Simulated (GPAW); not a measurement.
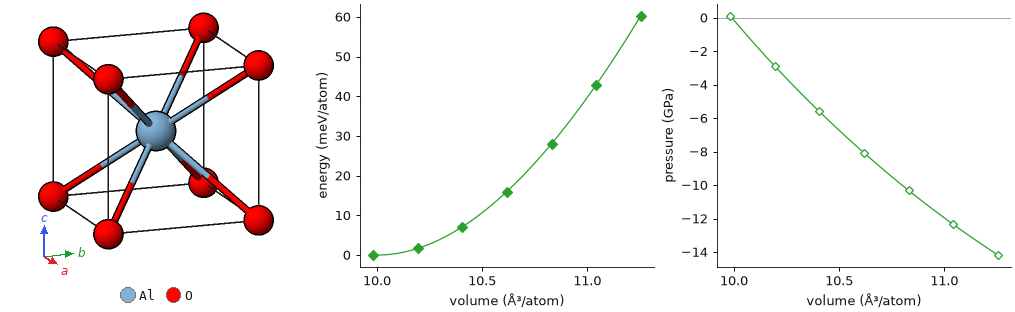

Caption: Energy and pressure against volume for AlO, space group Pm-3m (No. 221) (cell built by us, not taken from a database). The conventional cell is drawn beside the plot.

A third-order Birch–Murnaghan fit gives V0 = 10.00 Å³/atom, B0 = 148 GPa and B′ = 3.7. The energy rises from 0.02 meV/atom at volume 9.98 Å³/atom to 60.31 meV/atom at 11.25 Å³/atom. The pressure falls from 0.13 GPa at volume 9.98 Å³/atom to −14.18 GPa at 11.25 Å³/atom, and changes sign near 9.99 Å³/atom.

How it was computed, with GPAW 26.7.0: PAW DFT in plane waves, on a grid or in atomic orbitals, no spin polarisation; energies at scaled volumes of the given cell, shape and fractions fixed, counted from the fit's minimum, third-order Birch-Murnaghan fit. Level: LDA.

- k mesh: 10×10×10
- occupations: Fermi–Dirac
- smearing width: 0.05 eV
- potentials: PAW data sets made by gpaw setup for the functional
- wave cutoff: 800 eV
- program settings: basis pw

Cell as given: a = 2.769 Å, b = 2.769 Å, c = 2.769 Å, α = 90.00°, β = 90.00°, γ = 90.00°; 2 atoms.

Note: the minimum lies near the end of the range.
